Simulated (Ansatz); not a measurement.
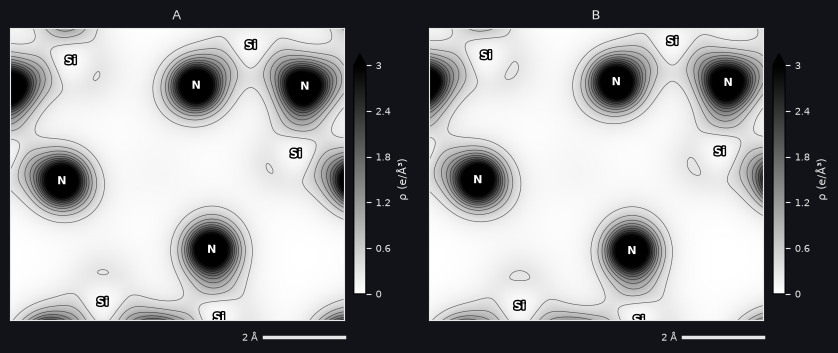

Si$_{3}$N$_{4}$. The valence charge density (pseudo) of two cells that differ in size and shape, on the (001) plane of each (indices in the axes of the calculation cell), at one length scale and on one colour scale: B has 10.6 Å³ an atom and A 10.1.

The calculation used Ansatz, DFT, PBE, plane waves, PAW.

In a PAW calculation such maps are meaningful between the atoms, not at the nuclei.

The larger cell:

```
Si N
1.0
     7.68172    0.00000    0.00000
    -3.84086    6.65257    0.00000
     0.00000    0.00000    2.89483
Si N
6 8
Cartesian
  -1.3967 5.4775 2.1711
  2.2397 1.5292 0.7237
  4.0453 3.9483 0.7237
  -0.2045 2.7043 2.1711
  1.6011 5.1233 2.1711
  5.2375 1.1750 0.7237
  0.0000 4.4351 2.1711
  3.8409 2.2175 0.7237
  4.8697 4.4537 2.1711
  -1.4222 6.4441 0.7237
  2.4510 4.6621 0.7237
  1.3899 1.9904 2.1711
  -1.0289 2.1989 0.7237
  5.2630 0.2084 2.1711
```

The smaller cell: a = 7.454 Å, b = 7.454 Å, c = 2.932 Å, α = 90.00°, β = 90.00°, γ = 120.00°.

Question: What changes from the larger cell to the smaller?

Answer: From the larger cell to the smaller, Si–N goes from 1.74 to 1.70 Å, and the density at its midpoint from 1.1 to 1.2 e/Å³; the pressure goes from 1.8 to 14 GPa; the Kohn–Sham gap goes from 4.5 eV to 4.0 eV.
